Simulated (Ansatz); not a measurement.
## Electronic structure of SrO in real space

```
Sr O
1.0
     3.10287    0.00000    0.00000
     0.00000    3.10287    0.00000
     0.00000    0.00000    3.26204
Sr O
1 1
Direct
  0.00000 0.00000 0.00000
  0.50000 0.50000 0.50000
```

Space group P4/mmm; started from the CsCl prototype, which need not be the ambient phase; changed on purpose from its base cell (uniaxial z strain +5.1%).

Method: DFT, PBE, plane waves, PAW (Ansatz).

Core electrons are frozen (PAW), and the valence fields are smoothed inside the atomic spheres.

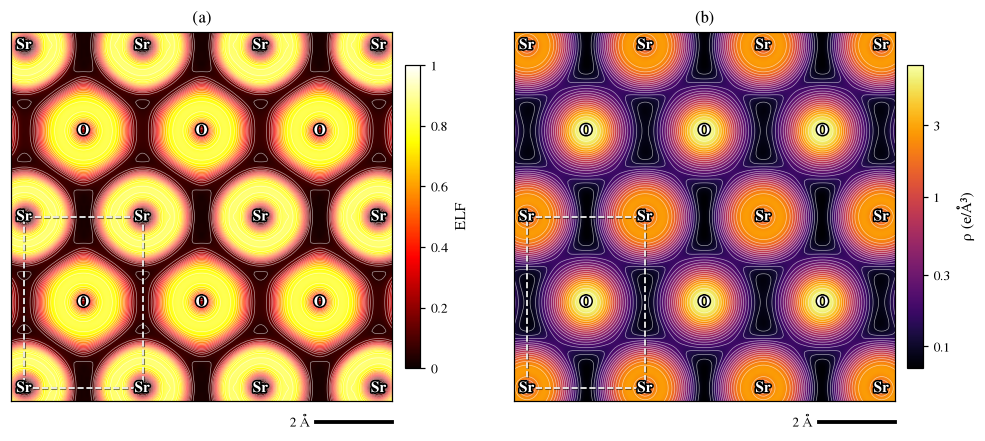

Figure 1. (a) electron localisation function; (b) valence electron density on the (011) plane of the conventional cell.

### Describe what can be read from this map.

The section cuts through Sr and O sites. Sr–O (2.73 Å): ρ at the midpoint is about 0.17 e/Å³; the ELF is about 0.10 at the midpoint; a closed-shell, largely ionic contact. Between the atoms the lowest density in this plane is 0.07 e/Å³. The features right at Sr lie inside the PAW spheres, where the map follows smoothed inner orbitals and isn't to be read closely.

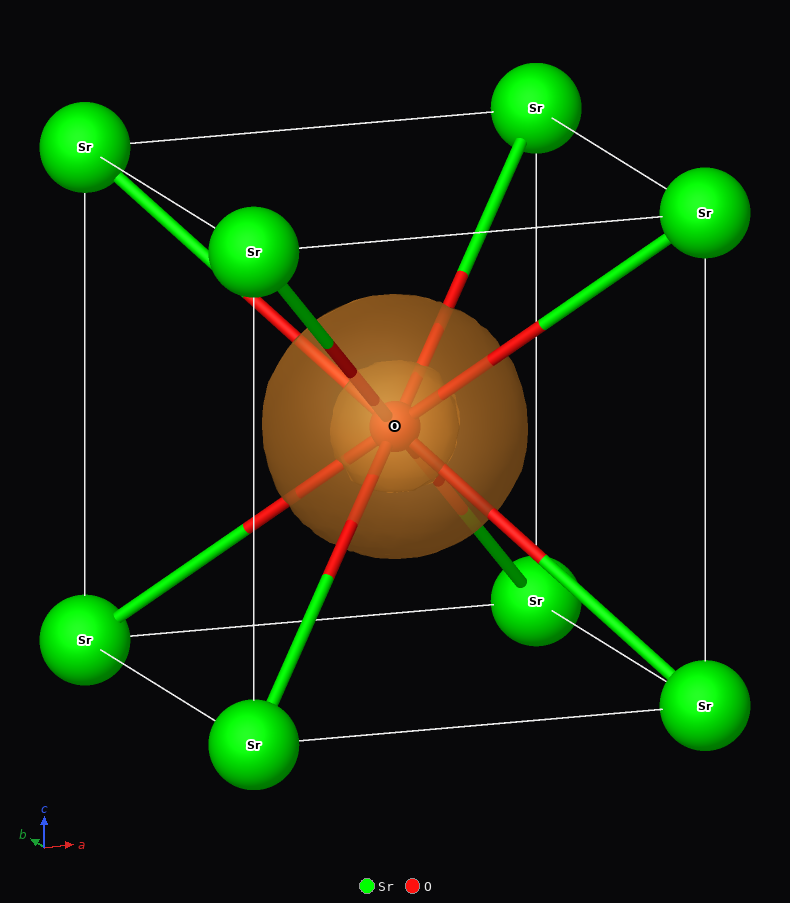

Figure 2. Isosurface of the ELF at 0.75 (orange), seen slightly off an axis. Only the valence region is drawn (cores and ρ < 0.01 e/Å³ removed). Sticks mark near contacts.

### Where are the electrons localised?

At this value the surface marks out one region wrapped around O (its valence shell), counted in one cell of 2 atoms. Regions shared between cells count once.

### Metal or insulator at this level of theory?

It is gapped, with a Kohn–Sham gap of 2.6 eV on the k-point mesh, an upper bound to the gap of this method.
